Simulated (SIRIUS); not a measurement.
# ZnS: 7 runs along one coordinate

System: ZnS (F-43m, 2 atoms in the cell).
Method: Kohn-Sham DFT of a periodic cell, PBEsol, dojo-sr-pbesol-0.4.1-standard, no spin polarisation (SIRIUS 7.10.0).

The 7 runs differ only in the geometry, by an even scaling of the cell at fixed fractional positions. The structure derives from an entry of the Crystallography Open Database.

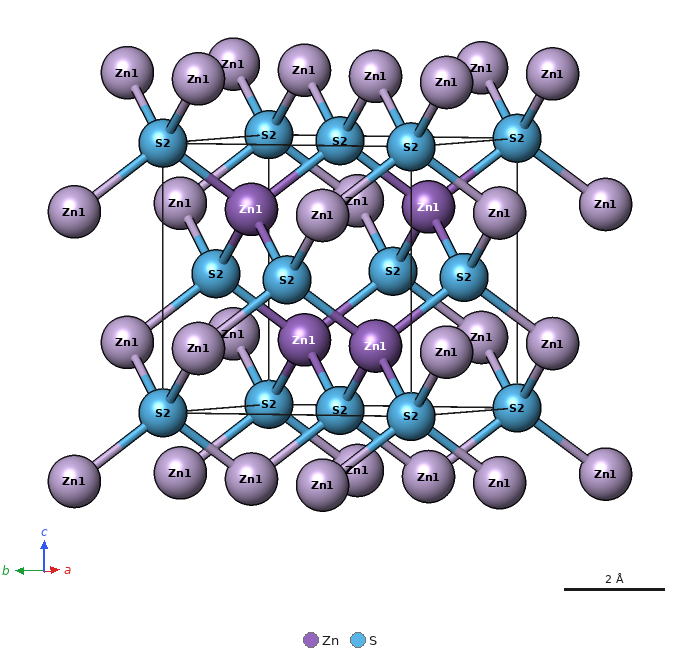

Figure 1. The structure of run 4 (ball-and-stick view of the cell 4 times as large as that of the calculation, set on its symmetry axes, seen at an oblique angle; neighbours outside the cell are drawn fainter; atoms are numbered from 1 in the order of the input). An atom can appear more than once, as a periodic image.

## Input of run 4
```
{
  "control": {
    "processing_unit": "cpu",
    "verbosity": 2,
    "num_bands_to_print": 21,
    "print_forces": true,
    "print_stress": true
  },
  "parameters": {
    "electronic_structure_method": "pseudopotential",
    "xc_functionals": ["XC_GGA_X_PBE_SOL", "XC_GGA_C_PBE_SOL"],
    "gk_cutoff": 9.2,
    "pw_cutoff": 18.4,
    "ngridk": [9, 9, 9],
    "shiftk": [0, 0, 0],
    "smearing": "fermi_dirac",
    "smearing_width": 0.0018374661,
    "num_bands": 21,
    "num_mag_dims": 0,
    "num_dft_iter": 100,
    "energy_tol": 1e-08,
    "density_tol": 1e-06
  },
  "iterative_solver": {
    "type": "davidson",
    "min_tolerance": 1e-09,
    "tolerance_scale": [0.1, 0.25]
  },
  "mixer": {
    "type": "anderson",
    "beta": 0.7,
    "max_history": 8
  },
  "settings": {
    "tol_ne": 1e-10,
    "pseudo_grid_cutoff": 6.5
  },
  "unit_cell": {
    "lattice_vectors": [
      [0.0, 0.707106781187, 0.707106781187],
      [0.707106781187, 0.0, 0.707106781187],
      [0.707106781187, 0.707106781187, 0.0]
    ],
    "lattice_vectors_scale": 7.2210310021,
    "atom_coordinate_units": "lattice",
    "atom_types": ["Zn", "S"],
    "atom_files": {
      "Zn": "Zn.json",
      "S": "S.json"
    },
    "atoms": {
      "Zn": [
        [0.75, 0.75, 0.75]
      ],
      "S": [
        [0.0, 0.0, 0.0]
      ]
    }
  }
}
```

Command:
```bash
upf_to_json Zn.upf
upf_to_json S.upf
OMP_NUM_THREADS=1 sirius.scf --input=sirius.json --output=out.json --task=0
```

Lattice vectors (Å) and fractional positions of run 4:
```
   0.000000    2.702000    2.702000
   2.702000    0.000000    2.702000
   2.702000    2.702000    0.000000
Zn  0.750000  0.750000  0.750000
S   0.000000  0.000000  0.000000
```

Run 2 has the same physical settings and fractional positions; its lattice vectors (Å) are:
```
   0.000000    2.665482    2.665482
   2.665482    0.000000    2.665482
   2.665482    2.665482    0.000000
```

## Results, with one run withheld

```csv
run,volume per atom (Å³),"free energy per atom, from the lowest run given (meV)",pressure (GPa),gap on the mesh (eV)
1,18.543,5.58,2.95,2.24
2,18.938,?,?,?
3,19.332,0.00,−0.55,2.06
4,19.727,3.20,−2.03,1.98
5,20.121,9.85,−3.35,1.89
6,20.516,19.56,−4.52,1.81
7,20.910,32.02,−5.58,1.73
```

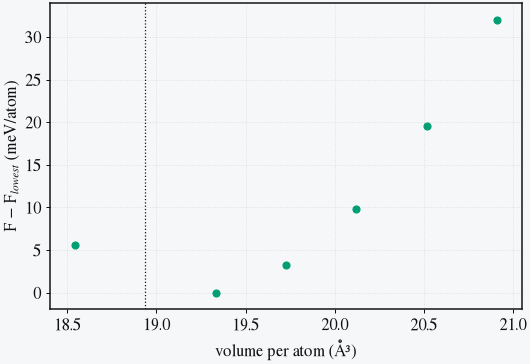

Figure 2. Free energy per atom of the runs given; the dotted line marks run 2.

Estimate the energy of run 2 from the others.

A cubic polynomial in V^(−2/3) (the Birch–Murnaghan form), fitted to the 6 runs given, misses them by at most 0.01 meV per atom. With x = V^(−2/3) − 0.13648 Å⁻², it reads F = 4.6752 − 3260.4 x + 5.3845e+05 x² + 8.6795e+05 x³ (meV per atom). At run 2 it gives 0.64 meV per atom, and the run itself gives 0.64. The slope of the fit gives a pressure −dF/dV of 1.10 GPa there, and the run prints 1.10 GPa. The fit has its minimum at 19.196 Å³ per atom, where V d²F/dV² gives 78.9 GPa: the bulk modulus at this level, since symmetry fixes the shape and the positions. The gap on the mesh goes, without turning, from 2.24 eV in run 1 to 1.73 eV in run 7; run 2 has 2.15 eV. These are gaps of this functional on this mesh, which can miss the band edges; they aren't the measured gap.

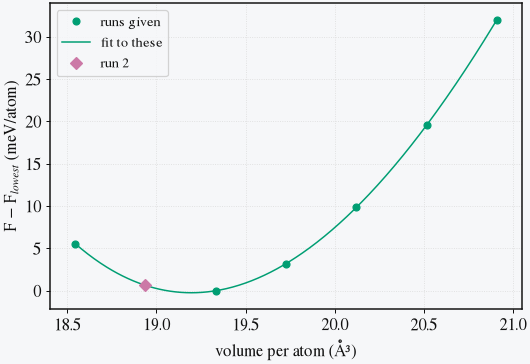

Figure 3. The fit and the withheld run.

## Some lines of the output (run 2)
```
[...]
[find] band gap (eV)                  :       2.15035249
[find] Efermi                         :       0.32894764
[find] Total energy                   :    -219.99368808 (Ha),    -439.98737616 (Ry)
[find] Free energy (E-TS)             :    -219.99368808 (Ha),    -439.98737616 (Ry)
[find] band gap (eV)                  :       2.15038511
[find] Efermi                         :       0.32895583
[find] Total energy                   :    -219.99368809 (Ha),    -439.98737617 (Ry)
[find] Free energy (E-TS)             :    -219.99368809 (Ha),    -439.98737617 (Ry)
[find] band gap (eV)                  :       2.15040760
[find] Efermi                         :       0.32895407
[find] band gap (eV)                  :       2.15039910
[find] Efermi                         :       0.32895300
[find] band gap (eV)                  :       2.15039901
[find] Efermi                         :       0.32895348
```
